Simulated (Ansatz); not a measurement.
Input

```
crystal:
  lattice:
    - [-4.9330325621, -4.2721315165, 0.0]
    - [1.2332581405, -6.4081972747, 0.0]
    - [-1.2332581405, -3.5601095971, 8.5756696909]
  atoms:
    - { symbol: C, position: [0.7967237854, 0.9395809283, 0.7526857867] }
    - { symbol: C, position: [0.9395809283, 0.5110094997, 0.7526857867] }
    - { symbol: C, position: [0.5110094997, 0.7967237854, 0.7526857867] }
    - { symbol: C, position: [0.6538666425, 0.3681523568, 0.7526857867] }
    - { symbol: C, position: [0.225295214, 0.6538666425, 0.7526857867] }
    - { symbol: C, position: [0.3681523568, 0.225295214, 0.7526857867] }
    - { symbol: C, position: [0.0824380711, 0.0824380711, 0.7526857867] }
    - { symbol: C, position: [0.4633938648, 0.6062510077, 0.7526755483] }
    - { symbol: C, position: [0.6062510077, 0.1776795791, 0.7526755483] }
    - { symbol: C, position: [0.1776795791, 0.4633938648, 0.7526755483] }
    - { symbol: C, position: [0.320536722, 0.0348224363, 0.7526755483] }
    - { symbol: C, position: [0.8919652934, 0.320536722, 0.7526755483] }
    - { symbol: C, position: [0.0348224363, 0.8919652934, 0.7526755483] }
    - { symbol: C, position: [0.7491081506, 0.7491081506, 0.7526755483] }
    - { symbol: C, position: [0.9651775637, 0.1080347066, 0.2473244517] }
    - { symbol: C, position: [0.1080347066, 0.679463278, 0.2473244517] }
    - { symbol: C, position: [0.679463278, 0.9651775637, 0.2473244517] }
    - { symbol: C, position: [0.8223204209, 0.5366061352, 0.2473244517] }
    - { symbol: C, position: [0.3937489923, 0.8223204209, 0.2473244517] }
    - { symbol: C, position: [0.5366061352, 0.3937489923, 0.2473244517] }
    - { symbol: C, position: [0.2508918494, 0.2508918494, 0.2473244517] }
    - { symbol: C, position: [0.6318476432, 0.774704786, 0.2473142133] }
    - { symbol: C, position: [0.774704786, 0.3461333575, 0.2473142133] }
    - { symbol: C, position: [0.3461333575, 0.6318476432, 0.2473142133] }
    - { symbol: C, position: [0.4889905003, 0.2032762146, 0.2473142133] }
    - { symbol: C, position: [0.0604190717, 0.4889905003, 0.2473142133] }
    - { symbol: C, position: [0.2032762146, 0.0604190717, 0.2473142133] }
    - { symbol: C, position: [0.9175619289, 0.9175619289, 0.2473142133] }
    - { symbol: H, position: [0.4910688018, 0.5142138419, 0.4941925761] }
basis:
  ecutwfc: 420
  xc_grid: 2
kpoints:
  mp_grid: { grid: [4, 4, 4], shift: [0.0, 0.0, 0.0] }
hamiltonian:
  xc: pbe
scf:
  occupations: { method: gaussian, width: 0.1 }
output:
  forces: true
  stress: false
  eigenvalues: true
  write_density: true
  write_potential: true
  elf: true
  volumetric_format: npy
relax:
  adjacent_minimum: "off"
  f_tol: 0.02
  max_steps: 60
```

Command:

```sh
ansatz run input.yaml --threads 4 --pin off --max-ram 8192MiB --backend cpu --events-out ev --progress --plain --runs-dir out
```

The fields are those of the run's last geometry, not of the input's.

Computed without spin polarisation.

Computed with DFT PBE, scalar-relativistic, plane waves, PAW (Ansatz).

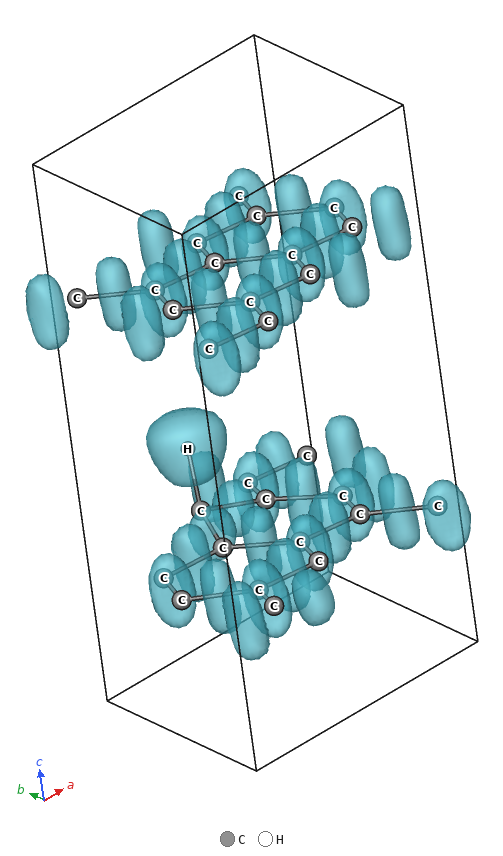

HC28 (cell with a defect). Isosurface of the ELF at 0.8 (cyan), seen slightly off an axis. Core shells and regions of very low density are left out. Sticks mark near contacts.

Describe the localisation domains.

At this value the surface marks out 42 regions between bonded C–C atoms and one region around a hydrogen nucleus, counted in one cell of 29 atoms. Regions shared between cells count once. Profiles from the grid: C–H (1.13 Å): the ELF climbs to about 1 towards the hydrogen, as it does in any bond to H (a covalent bond by its length). C–C (1.41 Å): the ELF peaks at about 0.95 between the atoms.
